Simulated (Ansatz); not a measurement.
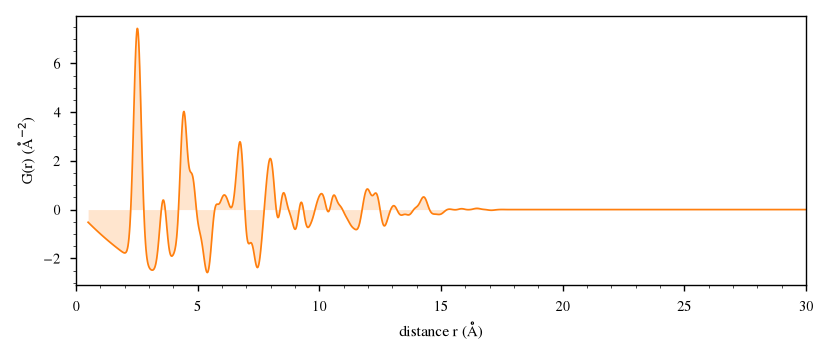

Computed X-ray G(r), with each pair weighted by the product of the atomic numbers (X-ray weights at Q = 0) and a uniform peak width σ = 0.15 Å, for spherical particles of Ni with the bulk structure: the bulk G(r) is multiplied by the envelope of a sphere of diameter D, 1 − 3r/2D + r³/2D³, with no surface relaxation. The number density is 0.0863 atoms per Å³. It is based on coordinates from a relaxation at fixed volume with DFT HSE06, scalar-relativistic, plane waves, PAW in Ansatz 0.2.0; the starting structure was generated, so it need not be a known form of this composition.

### Estimate the particle diameter.

About 18 Å (1.8 nm): the signal vanishes at r = D, fading from view somewhat earlier.

### Roughly how many atoms does one particle hold?

About 260 (number density 0.0863 Å⁻³ times πD³/6).
